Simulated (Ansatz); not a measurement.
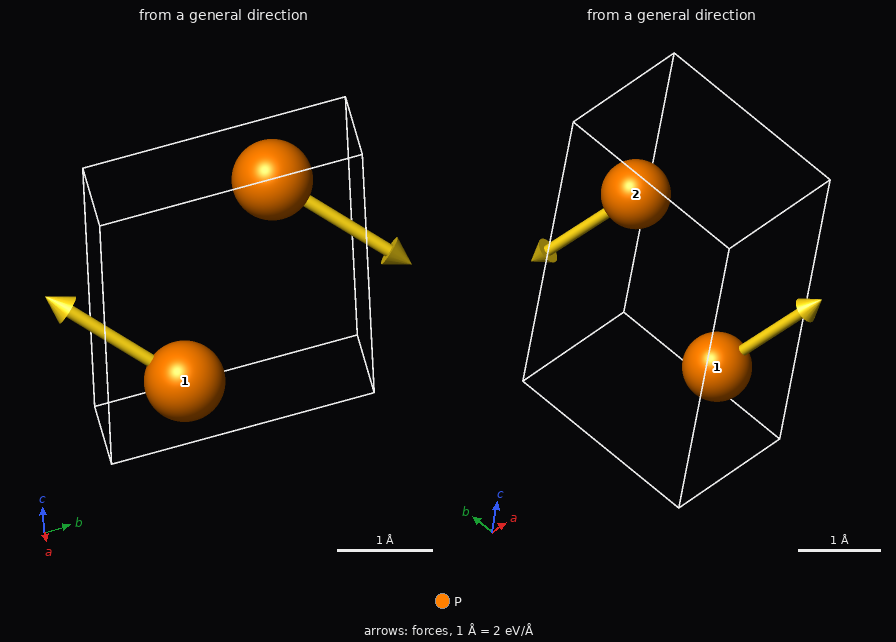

Drawn in the spheres-only manner and seen from two general directions. One cell (the run's own, in a reduced setting) is outlined, and atoms on its boundary appear in each equivalent place. The arrows are the computed forces on the atoms.

System: P. The numbers come from Ansatz 0.2.0, DFT r2SCAN, scalar-relativistic, plane waves, PAW, using a plane-wave cutoff of 500 eV, k-points about 0.15 Å⁻¹ apart, Gaussian smearing of 0.15 eV, no spin polarisation.

Is this an equilibrium geometry?

Answer. No. The atoms still feel forces of up to about 2.7 eV/Å, far above a usual threshold of 0.01 to 0.03 eV/Å.

Name the atom under the greatest force.

Answer. P1 and P2, about 2.7 eV/Å.

The model was built from a structure listed in the Materials Project. The cell was then strained or its atoms displaced on purpose. It was run through Ansatz as a DFT input.
